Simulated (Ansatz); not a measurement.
## Density-of-states calculation, with input and output: Ge₈S₇

Ge₈S₇ (15 atoms in the cell), computed with DFT PBEsol, scalar-relativistic, plane waves, PAW, no spin polarisation (Ansatz 0.2.0).

The structure was built on a prototype by a generator; it need not be a known phase. It belongs to a series of runs on one base structure; here: 1 of 8 S atoms taken out at random, relaxed. Figures and captions count atoms from 1; the log counts them from 0 in places.

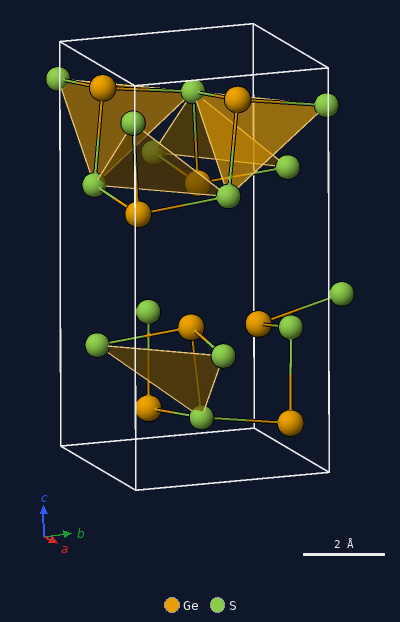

Figure 1. The input geometry (polyhedral view of the cell of the calculation, set on other vectors, seen slightly off an axis; polyhedra are completed across the faces of the cell).

The input:
```yaml
crystal:
  lattice:
    - [-0.060917, -3.583806, -4.181017]
    - [-0.01819, -3.554914, 4.155165]
    - [-10.307893, -0.111104, -0.05221]
  atoms:
    - { symbol: Ge, position: [0.2833975418, 0.4404634365, 0.870980635] }
    - { symbol: Ge, position: [0.8216147537, 0.9472649591, 0.8761285466] }
    - { symbol: Ge, position: [0.8822573616, 0.3652760793, 0.6971732551] }
    - { symbol: Ge, position: [0.3142836192, 0.9328298674, 0.6184162911] }
    - { symbol: Ge, position: [0.180307504, 0.5753422129, 0.3720715829] }
    - { symbol: Ge, position: [0.6815905824, 0.078084661, 0.37185604] }
    - { symbol: Ge, position: [0.6918414879, 0.5845473585, 0.1100164901] }
    - { symbol: Ge, position: [0.1905952529, 0.0793304166, 0.114341941] }
    - { symbol: S, position: [0.1334284902, 0.6309596311, 0.1386351451] }
    - { symbol: S, position: [0.6354213698, 0.1375769361, 0.1364832194] }
    - { symbol: S, position: [0.6244261991, 0.6344167008, 0.341242826] }
    - { symbol: S, position: [0.1280822258, 0.1265894236, 0.3464895658] }
    - { symbol: S, position: [0.3064772763, 0.3833724911, 0.6397674183] }
    - { symbol: S, position: [0.8790074862, 0.805206284, 0.6572403135] }
    - { symbol: S, position: [0.3813695966, 0.8964406028, 0.8483344588] }
basis:
  ecutwfc: 420
kpoints:
  mp_grid: { grid: [6, 6, 4] }
hamiltonian:
  xc: pbesol
scf:
  occupations: { method: gaussian, width: 0.02 }
  n_extra_bands: 8
output:
  forces: true
  stress: true
  eigenvalues: true
  populations: true
  dos:
    method: { smearing: { sigma: 0.1, scheme: gaussian } }
    projected: true
    de: 0.02
  write_density: true
  write_potential: true
  elf: true
  volumetric_format: npy
```

Run on 4 threads of Intel Xeon (Granite Rapids), 176 GiB of memory available, shared host.

Launched with:
```bash
ansatz run input.yaml --threads 4 --pin off --max-ram 9216MiB --backend cpu --events-out ev --progress --plain --runs-dir out
```

Output:
```
scf.n_extra_bands = 8 over 77 filled bands (N_el = 154.0): the run solves 85 bands
Engine: ansatz 0.2.0, x86_64-unknown-linux-gnu
Pseudopotentials: kind: paw
Pseudopotential: Ge, paw, valence charge 14, recommended cutoff 420 eV (normal), Ge.paw.azcp
Pseudopotential: S, paw, valence charge 6, recommended cutoff 420 eV (normal), S.paw.azcp
Functional definition: PBEsol
  exchange = pbesol_x
  correlation = pbesol_c
Crystal: 15 atoms, lattice volume = 306.661 Å³
Basis set: ecut = 420 eV, 5985 PW (Γ), exchange–correlation on 80×80×144 points (8 copies of the dense FFT grid, shifted against one another)
Bands: 85, of which v1, the nominal top of the filled ones, is band 77 counted from 1 (76 counted from 0)
Symmetry: 1 space group operations
Space group: P1 (ITA 1), of the structure as read, at distance tolerance 6.7e-5 Å
k-points: 76 of 144 (time reversal used)
Non-local potential: Ge, projectors of the file, l = 0: 2, l = 1: 2, l = 2: 3, l = 3: 1
Non-local potential: S, projectors of the file, l = 0: 2, l = 1: 2, l = 2: 2
PAW form: soft (Blöchl's): semilocal exchange-correlation on the pseudo side does not see the compensation charge
PAW frozen core: Ge, regenerated for the run's functional, and the local potential with it (the file was generated under x = pbe(κ = 0.804, μ = 0.2195149727645171), c = pbe(β = 0.06672455060314922))
PAW frozen core: S, regenerated for the run's functional, and the local potential with it (the file was generated under x = pbe(κ = 0.804, μ = 0.2195149727645171), c = pbe(β = 0.06672455060314922))
PAW one-centre angular grid: Ge, 590 points (default); XC on 64 Gauss nodes
PAW one-centre angular grid: S, 110 points (default); XC on 64 Gauss nodes
Initial density: superposition of atomic densities (neutral atoms: chi_scale 0, normalization atom), corrected by the library's trained network
Initial wavefunctions: pseudopotential atomic-orbital guess
Functional: x = pbesol(κ = 0.804, μ = 0.12345679012345678), c = pbesol(β = 0.046)
SCF iter   1: F=—  HF=-40225.262907 eV  |F-HF|=—  |Δ(HF+E_count)|=         —  Δρ=5.58e-3  dr2=1.74e-1  ethr=1.77e-3  ⟨swp⟩=6.4  Hψ=25323  notcnv=0  defer=5
preconditioner: auto → Resta (q_TF=auto, 2.432 Å⁻¹)  ε∞=3.2  [insulator: Δε(μ)=0.495 eV  Ē_g=17.668 eV  σ=0.020 eV  W_gap=1.00  n_scr=74 (ndim 8)  ℏωp=26.3 eV  f_vac=0.003  D(μ)=0.00/eV (n_scr^D=0)  ε∞_Penn≈3.2]
SCF iter   2: F=—  HF=-40225.214951 eV  |F-HF|=—  |Δ(HF+E_count)|=   4.80e-2  Δρ=2.02e-3  dr2=1.47e-2  ethr=1.13e-4  ⟨swp⟩=2.1  Hψ=9654  notcnv=0  defer=193
SCF iter   3: F=—  HF=-40225.212323 eV  |F-HF|=—  |Δ(HF+E_count)|=   2.63e-3  Δρ=7.58e-4  dr2=1.81e-3  ethr=9.55e-6  ⟨swp⟩=2.0  Hψ=12519  notcnv=0  defer=193
SCF iter   4: F=—  HF=-40225.212158 eV  |F-HF|=—  |Δ(HF+E_count)|=   1.65e-4  Δρ=3.00e-4  dr2=3.05e-4  ethr=1.18e-6  ⟨swp⟩=2.0  Hψ=12119  notcnv=0  defer=193
SCF iter   5: F=—  HF=-40225.212145 eV  |F-HF|=—  |Δ(HF+E_count)|=   1.28e-5  Δρ=6.62e-5  dr2=1.65e-5  ethr=1.98e-7  ⟨swp⟩=2.0  Hψ=12119  notcnv=0  defer=193
SCF iter   6: F=—  HF=-40225.212201 eV  |F-HF|=—  |Δ(HF+E_count)|=   5.60e-5  Δρ=2.71e-5  dr2=1.19e-5  ethr=1.07e-8  ⟨swp⟩=2.0  Hψ=8376  notcnv=0  defer=193
SCF iter   7: F=—  HF=-40225.212201 eV  |F-HF|=—  |Δ(HF+E_count)|=   7.20e-7  Δρ=1.20e-5  dr2=8.91e-7  ethr=7.73e-9  ⟨swp⟩=2.0  Hψ=7712  notcnv=0  defer=193
SCF iter   8: F=-40225.212201 eV  HF=-40225.212201 eV  |F-HF|=9.60e-10  |Δ(HF+E_count)|=   2.04e-7  Δρ=3.65e-6  dr2=5.24e-8  ethr=6.49e-11  ⟨swp⟩=11.0  Hψ=46054  notcnv=0
SCF 1 converged in 8 iterations: F = -40225.212201 eV  dr2 = 5.24e-8
  greatest PAW one-centre occupation: 0.999 electrons in one spin orbital (limit 2), on the Ge atom at site 4 (counted from 0), in its partial waves of l = 2
```

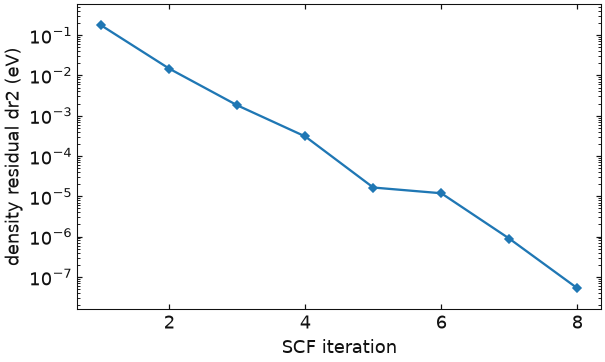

Figure 2. Convergence of the self-consistent field: density residual dr2 against the SCF iteration. The residual falls at every step.

```
SCF converged after 8 iterations
Free energy (F): -40225.212201 eV
Harris-Foulkes:  -40225.212201 eV  (|F-HF|=9.60e-10)
Internal energy: -40225.212201 eV  (E = F + TS)
E sigma→0 (E₀):  -40225.212201 eV
Fermi energy:    8.185389 eV
--- Per-component energies (eV) ---
  E_band       = -1193.826991
  E_kinetic    = 1623.889629
  E_local      = -20469.267422  (includes V_loc(G=0)·N_el)
  E_nonlocal   = 3530.924724
  E_hartree    = 8859.660344
  E_xc         = -1270.733338
  E_vxc        = -1125.559817  (∫ρ·V_xc dr)
  E_paw        = -19885.481972  (= ΣΔE_a)
  E_vpaw       = -2473.129266  (= ΣTr[D̂ρ^β])
  E_aug_tail   = 0.002464  (compensation charges beyond the density's cutoff)
  E_ewald      = -12621.983765
  E_core_change = 7.777135  (= ΣΔE_core)
  E_smearing   = -0.000000  (= −TS)
  E_closure    = 0.000000  (closes the sum)
  Σ components = -40225.212201   (vs F -40225.212201, Δ=0.00e0)
--- Forces (eV/Å), atoms counted from 1 ---
  atom   1  Ge    -0.03390840     0.00553272     0.01098144
  atom   2  Ge    -0.00905916     0.01441846    -0.00945185
  atom   3  Ge     0.02355463     0.04781081     0.02715721
  atom   4  Ge     0.06086582    -0.07032668     0.01928368
  atom   5  Ge    -0.04504185    -0.01981855    -0.00327408
  atom   6  Ge    -0.04599617     0.02191736     0.00502318
  atom   7  Ge     0.02639180     0.00657069     0.00169993
  atom   8  Ge     0.02955049    -0.01799265    -0.00939035
  atom   9  S      0.05322503    -0.00205906    -0.01077456
  atom  10  S      0.03336455    -0.00207398     0.00335656
  atom  11  S     -0.02349088     0.00325933     0.00275629
  atom  12  S     -0.02641254    -0.01864117    -0.02063987
  atom  13  S      0.00139158    -0.01235321    -0.06765866
  atom  14  S     -0.02407320     0.02718762     0.05041964
  atom  15  S     -0.02035154     0.01657858     0.00051642
  max |Σ_I F_I| component: 1.03e-5 eV/Å
--- Stress (GPa, compression-positive) ---
       -0.143249      -0.068481       0.011890
       -0.068481       0.097273       0.043425
        0.011890       0.043425       0.081500
  P = ⅓ Tr σ = 0.0118 GPa (0.118 kbar)
--- Band table (eV; the first three rows and the last of 76) ---
  k-point 0: bands = ["-16.8059", "-16.7969", "-16.7960", "-16.7950", "-16.7806", "-16.7669", "-16.7619", "-16.7602", "-16.7537", "-16.7517", "-16.7448", "-16.7319", "-16.7285", "-16.7254", "-16.7237", "-16.7199", "-16.7169", "-16.7158", "-16.6981", "-16.6947", "-16.6913", "-16.6900", "-16.6851", "-16.6806", "-16.6797", "-16.6650", "-16.6616", "-16.6594", "-16.6516", "-16.6343", "-16.5621", "-16.5397", "-16.5280", "-16.5096", "-16.5092", "-16.4884", "-16.4840", "-16.4654", "-16.4351", "-16.4292", "-7.1411", "-6.6728", "-5.4538", "-4.9961", "-4.9473", "-4.9157", "-4.7911", "-1.0428", "-0.3816", "-0.3435", "0.0225", "0.1013", "1.0880", "1.2345", "1.8177", "2.1542", "2.3081", "2.5500", "2.7075", "2.8246", "3.3726", "3.4692", "3.5623", "3.8273", "4.0297", "4.2218", "4.3737", "4.8318", "5.2742", "5.4748", "5.6668", "5.8051", "6.2636", "6.4729", "6.5300", "7.1706", "7.8908", "8.6827", "9.2613", "9.5172", "10.3043", "10.8034", "11.0008", "11.1023", "11.3176"]
  k-point 1: bands = ["-16.8059", "-16.7969", "-16.7960", "-16.7950", "-16.7806", "-16.7669", "-16.7619", "-16.7602", "-16.7537", "-16.7517", "-16.7448", "-16.7319", "-16.7285", "-16.7255", "-16.7237", "-16.7199", "-16.7168", "-16.7158", "-16.6981", "-16.6947", "-16.6913", "-16.6900", "-16.6851", "-16.6805", "-16.6798", "-16.6650", "-16.6616", "-16.6594", "-16.6516", "-16.6343", "-16.5621", "-16.5397", "-16.5280", "-16.5096", "-16.5092", "-16.4884", "-16.4840", "-16.4654", "-16.4351", "-16.4292", "-7.1088", "-6.7384", "-5.3499", "-4.9978", "-4.9685", "-4.9151", "-4.8385", "-1.0369", "-0.3845", "-0.3426", "-0.0443", "0.0736", "1.0445", "1.2122", "2.0491", "2.2742", "2.4211", "2.6084", "2.7284", "2.8690", "3.2125", "3.3062", "3.4737", "3.7797", "4.0095", "4.1198", "4.3823", "4.7497", "5.3836", "5.5571", "5.7693", "5.8817", "6.0550", "6.2998", "6.6407", "7.0833", "7.8914", "9.0874", "9.5004", "9.7216", "10.3504", "10.5237", "10.8130", "10.9455", "11.2300"]
  k-point 2: bands = ["-16.8059", "-16.7969", "-16.7960", "-16.7950", "-16.7806", "-16.7669", "-16.7619", "-16.7602", "-16.7537", "-16.7518", "-16.7448", "-16.7319", "-16.7284", "-16.7255", "-16.7237", "-16.7199", "-16.7168", "-16.7159", "-16.6980", "-16.6947", "-16.6913", "-16.6899", "-16.6852", "-16.6803", "-16.6799", "-16.6649", "-16.6617", "-16.6594", "-16.6516", "-16.6343", "-16.5621", "-16.5397", "-16.5280", "-16.5096", "-16.5092", "-16.4884", "-16.4840", "-16.4654", "-16.4351", "-16.4292", "-7.0636", "-6.8137", "-5.1832", "-5.0769", "-4.9829", "-4.9154", "-4.8804", "-1.0306", "-0.3883", "-0.3411", "-0.1090", "0.0504", "1.0091", "1.2015", "2.3948", "2.4440", "2.5365", "2.5562", "2.7518", "2.8070", "3.0547", "3.2855", "3.3362", "3.7276", "3.7705", "4.3085", "4.3866", "4.6850", "5.2159", "5.5087", "5.9046", "5.9478", "6.0330", "6.2454", "6.7598", "7.0182", "7.9390", "9.2229", "9.7084", "10.1145", "10.3470", "10.4875", "10.6136", "10.8669", "10.8779"]
  k-point 75: bands = ["-16.8044", "-16.7967", "-16.7954", "-16.7950", "-16.7800", "-16.7668", "-16.7606", "-16.7595", "-16.7538", "-16.7515", "-16.7446", "-16.7320", "-16.7258", "-16.7249", "-16.7233", "-16.7198", "-16.7174", "-16.7166", "-16.6980", "-16.6941", "-16.6906", "-16.6881", "-16.6873", "-16.6806", "-16.6798", "-16.6642", "-16.6629", "-16.6596", "-16.6519", "-16.6345", "-16.5608", "-16.5400", "-16.5296", "-16.5091", "-16.5074", "-16.4892", "-16.4834", "-16.4656", "-16.4349", "-16.4292", "-5.9607", "-5.9362", "-5.6533", "-5.5933", "-5.4429", "-5.3106", "-5.2504", "-1.4501", "-1.0230", "-0.9237", "-0.8636", "-0.6974", "-0.3926", "-0.1648", "0.2611", "3.6685", "4.1306", "4.2652", "4.2940", "4.4799", "4.6085", "4.6968", "4.9855", "5.1173", "5.1848", "5.3552", "5.4435", "5.4897", "5.5861", "5.9539", "6.0529", "6.3197", "6.4908", "6.7677", "7.3021", "7.4343", "7.9199", "8.8173", "9.0400", "9.3458", "9.4281", "9.6591", "9.7674", "9.8468", "9.8608"]
--- Löwdin populations: 15 sites ---
  site symbol       q [e]
     0     Ge     13.8918
     1     Ge     13.8071
     2     Ge     13.9369
     3     Ge     13.7663
     4     Ge     13.7913
     5     Ge     13.7813
     6     Ge     13.7880
     7     Ge     13.7873
     8      S      6.1263
     9      S      6.1287
    10      S      6.1234
    11      S      6.1324
    12      S      6.0972
    13      S      6.1074
    14      S      6.1209
  spilling = 0.003986 (of n_electrons = 154.000000)
```

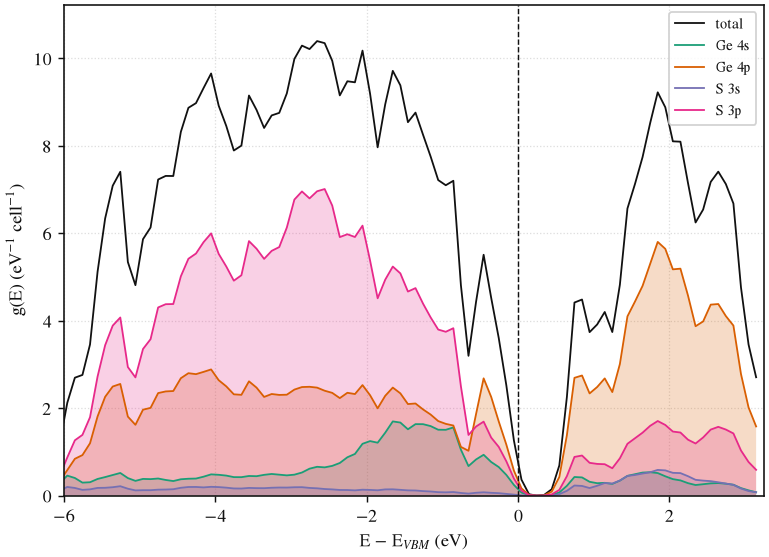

Figure 3. Density of states (projected on Löwdin-orthogonalised atomic shells), with energies from the valence-band top. There is a gap of 0.49 eV on the k-point mesh.

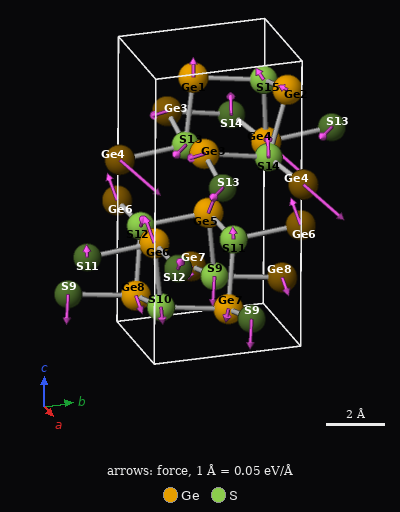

Figure 4. Forces on the atoms as pink arrows (ball-and-stick view of the cell of the calculation, seen slightly off an axis; neighbours outside the cell are drawn fainter; atoms are numbered from 1 in the order of the input). The largest act on Ge4 (0.09 eV/Å); S13 (0.07 eV/Å); S14 (0.06 eV/Å); Ge3 (0.06 eV/Å), among others. The geometry is not a stationary point of this energy.

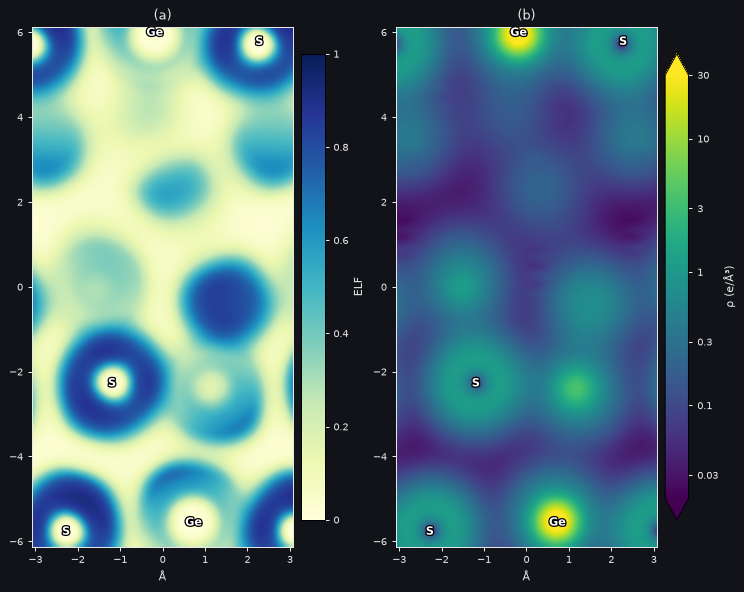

Figure 5. (a) ELF; (b) valence pseudo-density on the (011̄) plane of the conventional cell. The section cuts through Ge and S sites. Ge–S (2.48 Å): ρ at the midpoint is about 0.44 e/Å³; the ELF is about 0.65 at the midpoint. Away from the nuclei the density in this plane falls to 0.03 e/Å³ at its lowest. Core electrons are frozen (PAW), so the fields are smoothed inside the atomic spheres.

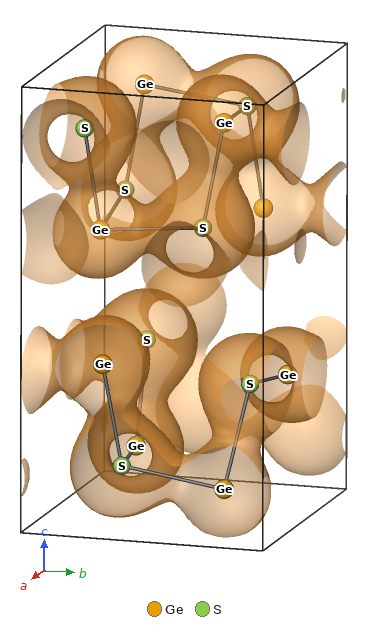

Figure 6. Isosurface of the valence pseudo-density at 0.3 e/Å³ (orange), seen slightly off an axis. Sticks mark near contacts. The outline is the cell set on symmetry axes. At this value the density is joined into sheets; it holds about 80 % of the electrons treated as valence (semicore included). On the grid the lowest density along these lines, outside the cores, is 0.5 e/Å³ (Ge–S, 2.38 Å), 0.47 e/Å³ (Ge–S, 2.43 Å) and 0.43 e/Å³ (Ge–S, 2.47 Å).

Summary:

```csv
quantity,value
outcome,converged
space group (tolerance 0.01 Å),P1 (1)
electrons treated,154
free energy,−40225.2122 eV
Fermi energy,8.185 eV
gap on the k-point mesh,0.49 eV
pressure,0.01 GPa
largest force (length of the vector),0.095 eV/Å
wall time,38 s (CPU time 2.4 min)
peak memory,1.7 GiB
```
